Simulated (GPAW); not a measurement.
System: antifluorite-type Li₂Se, space group Fm-3m (No. 225), 3 atoms in the primitive cell.

```
Se Li
1.0
     0.00000    3.00250    3.00250
     3.00250    0.00000    3.00250
     3.00250    3.00250    0.00000
Se Li
1 2
Direct
  0.00000 0.00000 0.00000
  0.75000 0.75000 0.75000
  0.25000 0.25000 0.25000
```

Level of theory: PBE, GPAW PAW data sets (gpaw-data 1.2.1), no spin polarisation, no spin-orbit coupling, 8×8×8 k mesh, 800 eV cutoff; code GPAW 26.7.0.

What will the band structure and density of states look like? The path is Γ–X–W–K–Γ–L–U–W–L–K|U–X.

The bands leave a gap. The gap along this path is 2.97 eV and indirect, from the valence-band top at Γ to the conduction-band bottom at X; the smallest direct gap is 3.38 eV, at Γ. Three bands meet at the valence-band top at Γ: it is triply degenerate (spin aside). The direct gaps are 4.41 eV at X, 3.38 eV at Γ and 5.28 eV at K. Within the window shown, the tallest peak of the filled states lies 1.2 eV under the valence-band top, at about 2.9 states per eV and cell.

Spin-orbit coupling is left out, which matters for Se. LDA, GGA and most meta-GGA functionals understate gaps.

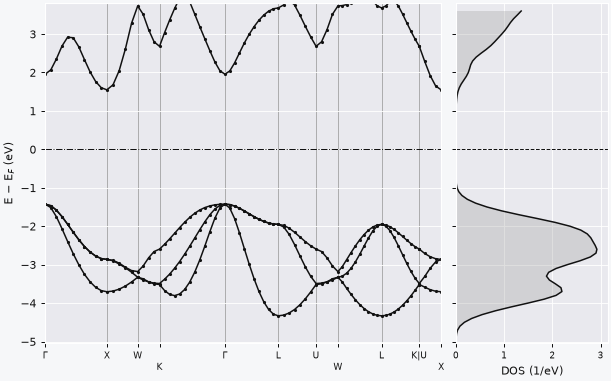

Band structure and density of states. Energies are counted from the Fermi level. The DOS curve is built from the levels of the k mesh with Gaussians 0.55 eV wide, which also blur the band edges; ripples of that width can come from the mesh.
